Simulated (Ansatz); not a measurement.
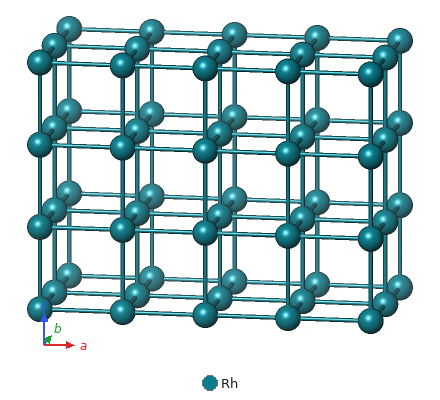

The structure; the drawing may span several cells.

Structure (in its standard cell), coordinates from a relaxation with DFT, r2SCAN, plane waves (500 eV) with PAW, scalar-relativistic (Ansatz 0.2.0); the starting structure was generated, so it need not be a known form of this composition:

```yaml
crystal:
  lattice:
    - [2.51248, 0.00000, 0.00000]
    - [0.00000, 2.51248, 0.00000]
    - [0.00000, 0.00000, 2.51248]
  atoms:
    - { symbol: Rh, position: [0.00000, 0.00000, 0.00000] }
```

Predict the [211] zone-axis pattern (80 kV, kinematic, B = 0.3 Å²).

The spots form a rectangular net whose two shortest vectors correspond to d = 1.78 Å and 1.45 Å, 90.0° apart. They are 0 -1 1 and -1 1 1. The pattern has symmetry 2mm. No reflection of this zone is absent.

Strongest reflections with d > 0.80 Å, one of each family (|F|² from tabulated Gaussian fits of the electron scattering factors, times a small damping for the curvature of the Ewald sphere):

```
    hkl  d (Å)  I (strongest = 100)
 0 1 -1  1.777                  100
1 -1 -1  1.451                   65
 1 0 -2  1.124                   33
 0 2 -2  0.888                   16
```

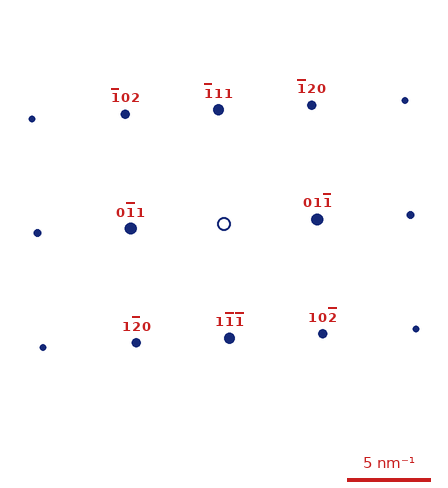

Calculated pattern, seen from the source side with [211] pointing towards the source.
